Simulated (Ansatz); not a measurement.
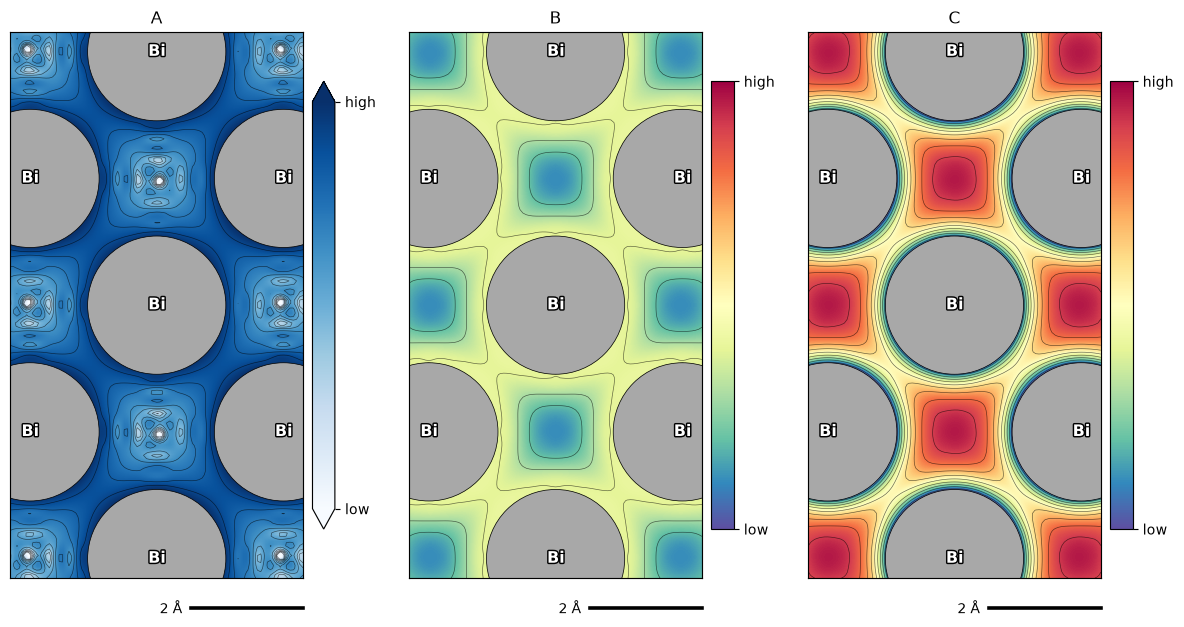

Bi: 3 fields on the (001) plane of the calculation cell, with unlabelled colour scales. Grey discs cover the atomic cores.

Space group P4/mmm; a structure from a database of computed crystals, not necessarily the ambient phase.

Computed with Ansatz, Kohn-Sham DFT of a periodic cell, PBEsol, PseudoDojo standard.

Question: Match the panels to the quantities (electron localisation function, electrostatic potential energy of an electron and valence pseudo-density).

Answer: Panel A: valence pseudo-density. Panel B: electron localisation function. Panel C: electrostatic potential energy of an electron (low next to the atoms, rising into the space between them). From the grid: Bi–Bi (3.20 Å): ρ is about 0.22 e/Å³ halfway; the ELF is about 0.40 at the midpoint.
